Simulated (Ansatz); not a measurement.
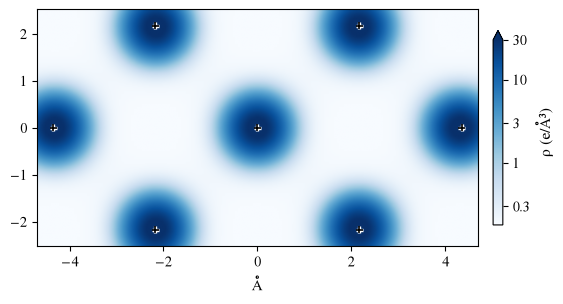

The valence pseudo-density on a plane through atoms (crosses mark nuclei in the plane).

These are results of Kohn-Sham DFT of a periodic cell, HSE06, Ansatz PAW (Ansatz 0.2.0), not measurements.

Candidates:
A. HfN, a = 4.48 Å, b = 4.48 Å, c = 4.48 Å, α = 90.00°, β = 90.00°, γ = 90.00°. Space group Fm-3m; computed pressure about 8 GPa in this cell.
B. Hf, a = 4.35 Å, b = 4.35 Å, c = 4.35 Å, α = 90.00°, β = 90.00°, γ = 90.00°. Space group Fm-3m; computed pressure about 13 GPa in this cell.
C. W, a = 3.98 Å, b = 3.98 Å, c = 3.98 Å, α = 90.00°, β = 90.00°, γ = 90.00°. Space group Fm-3m; computed pressure about 11 GPa in this cell.

**Which candidate gave the map?**

Candidate B: Hf on the (010) plane of the conventional cell, which holds Hf. Hf–Hf (3.08 Å): the density is about 0.21 e/Å³ at the midpoint.
